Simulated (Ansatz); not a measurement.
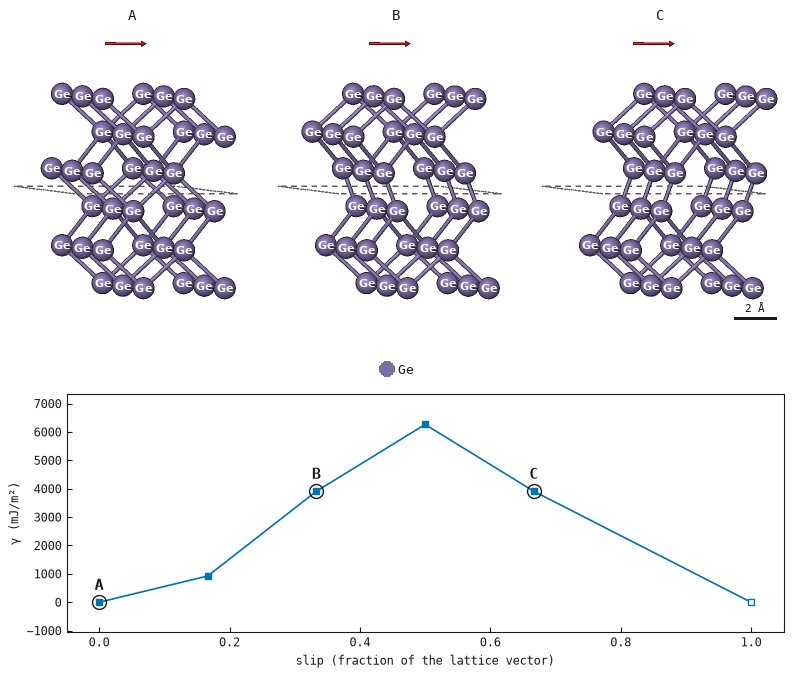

A scan of a crystal of Ge (Imma): the crystal above a cut along the (−1 1 0) plane of the conventional cell (between a plane of Ge below and one of Ge above, 1.81 Å apart) is slid rigidly by fractions of an in-plane lattice vector 3.88 Å long (a generalised stacking fault). One cut stands in each cell, which starts 14.5 Å high; nothing is relaxed, and the dashed outline marks the cut, the arrow on top the direction of slip. The lettered frames are marked on the plot. Hollow markers are points alike by symmetry, not computed again. The picture is a ball-and-stick view of the layers on both sides of the cut, seen from the side, nearly along the cut plane.

Computed with DFT PBEsol, scalar-relativistic, plane waves, PAW (Ansatz 0.2.0). (plane-wave cutoff 420 eV; k-point mesh 22 × 16 × 4; occupations gaussian; smearing width 0.15 eV; no spin polarisation). Energies (free energies at the smearing named) are counted from the relaxed crystal.

Q: Read off the main features of the energy profile.

A: The curve starts and ends at zero, since a full lattice vector restores the crystal. Its highest computed point is 6263 mJ/m² at slip 0.50. The points are too sparse to place its extrema closely. Relaxation across the fault would lower the values.

The computed points:

| slip (fraction of the lattice vector) | γ (mJ/m²) |
| --- | --- |
| 0.000 | 0 |
| 0.167 | 927 |
| 0.333 | 3912 |
| 0.500 | 6263 |
| 0.667 | 3910 |
| 1.000 | 0 |

Points that are alike by symmetry were computed once.
